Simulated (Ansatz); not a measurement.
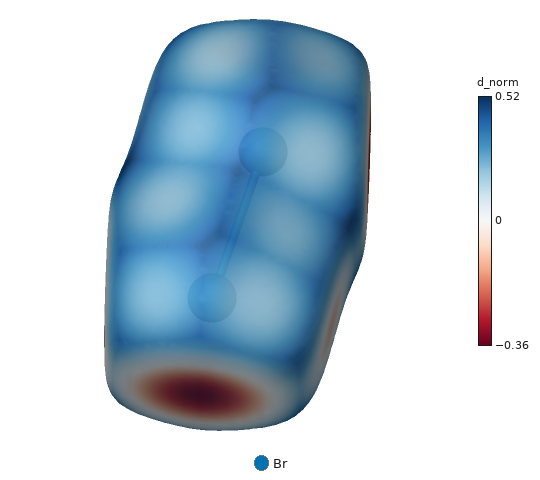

Hirshfeld surface computed for the Br2 molecule in Br in space group Cmce, coloured by d_norm.

The surface is where the fragment's share of the procrystal density (the sum of the densities of spherically averaged neutral Hartree-Fock atoms) equals one half. d_i and d_e are the distances from the surface to the nearest nucleus inside and outside; d_norm adds both, each measured against its van der Waals radius (Alvarez: Br 1.86 Å), so red marks contacts shorter than the sum of radii, white equal and blue longer.

Source of the atomic positions: the geometry relaxed with DFT PBE+D3(BJ), scalar-relativistic, plane waves, PAW in Ansatz 0.2.0.

```xyz
8
Lattice="6.9880 0.0000 0.0000 0.0000 4.1515 0.0000 0.0000 0.0000 8.5728" Properties=species:S:1:pos:R:3 pbc="T T T"
Br    3.4940    1.4490    1.0211
Br    3.4940    3.5247    3.2654
Br    3.4940    2.7025    7.5518
Br    3.4940    0.6268    5.3075
Br    0.0000    3.5247    1.0211
Br    0.0000    1.4490    3.2654
Br    0.0000    0.6268    7.5518
Br    0.0000    2.7025    5.3075
```

Which contact with the surroundings is the closest relative to the atoms' sizes?

Br···Br at 3.06 Å, 82 % of the sum of the van der Waals radii.

How is the surface shared among contacts (both directions of a pair summed)?

Br···Br 100 %.

Give the size and shape of the surface.

It encloses about 58 Å³, has an area of about 79 Å² and a globularity of 0.92 (1 for a sphere).
